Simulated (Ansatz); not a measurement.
Cell and atoms:

```xyz
12
Lattice="0.0000 -4.0970 4.0970 -4.0970 4.0970 0.0000 -4.1215 -4.1215 -4.1215" Properties=species:S:1:pos:R:3 pbc="T T T"
Sc    0.0000    0.0000    0.0000
Sc   -4.1133   -4.1133   -0.0164
Sc   -4.1052   -0.0082   -0.0082
Al   -2.0567   -4.1052    2.0403
Al   -2.0485    0.0000    2.0485
Al   -6.1618   -0.0164   -2.0649
Al   -4.1133   -2.0649   -2.0649
Al   -4.1052   -2.0567    2.0403
Al    0.0000   -2.0485    2.0485
Al   -2.0567   -2.0567   -0.0082
Al   -2.0485    2.0485    0.0000
Al   -6.1618   -2.0649   -0.0164
```

Summarise the structure in words.

Answer. The structure is one of ScAl₃. Strictly the space group is R-3m (No. 166, within 0.01 Å). It is a distorted form of a primitive cubic structure, space group Pm-3m (No. 221) within 0.25 Å: Cu₃Au (L1₂) type. The cell has 12 atoms, namely 3 Sc, 9 Al.

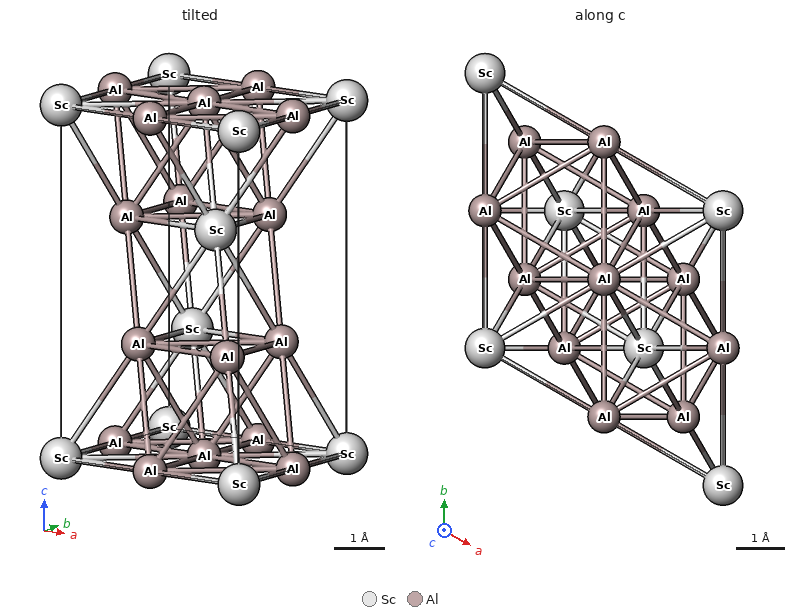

An orthographic ball-and-stick view of the structure, slightly off an axis and along the c axis. Lines trace the edges of the unit cell.

Origin of the cell: a structure listed in the Materials Project, with elements exchanged, so it need not be a known form of the compound. The geometry was optimised with Ansatz 0.2.0, DFT PBE, scalar-relativistic, plane waves, PAW.
